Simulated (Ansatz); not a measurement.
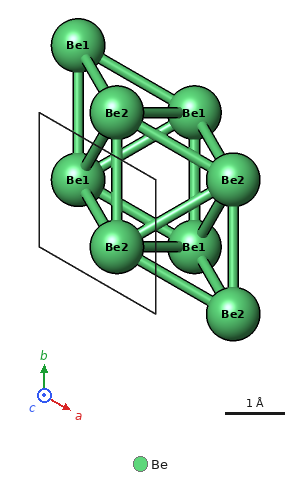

Energy scan for a crystal of Be (P6_3/mmc), in which the cell is strained equally along x and y and separately along z, with the atoms kept at their fractional coordinates. x, y and z are the Cartesian axes of the input. The picture shows the reference cell. The picture is a ball-and-stick view of the cell of the calculation, repeated 2 × 2 × 1 with one cell outlined, seen along the c axis.

Level of theory: Ansatz 0.2.0, DFT PBEsol, scalar-relativistic, plane waves, PAW. Settings: plane-wave cutoff 420 eV; k-point mesh 24 × 24 × 14; occupations gaussian; smearing width 0.15 eV; no spin polarisation. Energies (free energies at the smearing named) are counted from the cell as listed in its source, which wasn't relaxed.

```
CELL_PARAMETERS angstrom
2.29950 0.00000 0.00000
-1.14975 1.99143 0.00000
0.00000 0.00000 3.60090
ATOMIC_POSITIONS crystal
Be 0.33333 0.66667 0.25000
Be 0.66667 0.33333 0.75000
```

Predict the energy profile on a grid with rows −0.050, −0.025, 0.000, 0.025, 0.050 and columns −0.050, −0.025, 0.000, 0.025, 0.050 (strain along x and y; strain along z).

Answer. Rows: strain along x and y; columns: strain along z; values in meV/atom.

```tsv
	−0.050	−0.025	0.000	0.025	0.050
−0.050	26.8	12.9	12.3	23.0	39.9
−0.025	7.5	−5.4	−5.3	6.0	25.8
0.000	10.2	−0.8	0.0	11.8	33.0
0.025	31.3	22.2	24.5	36.9	58.5
0.050	67.9	60.7	64.5	78.1	100.2
```

In pairs of (strain along x and y; strain along z): the lowest computed point lies at (−0.025, −0.025) (−5.4 meV/atom), the highest at (0.050, 0.050) (100.2 meV/atom).  Over the ranges scanned the energy rises more along the first axis, the in-plane strain. The pressure runs from −17.6 GPa at (0.050, 0.050) to 15.3 GPa at (−0.050, −0.050).

As a map, interpolated between the computed points (dots):

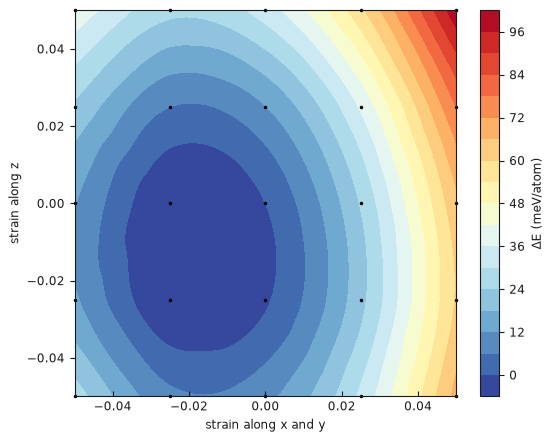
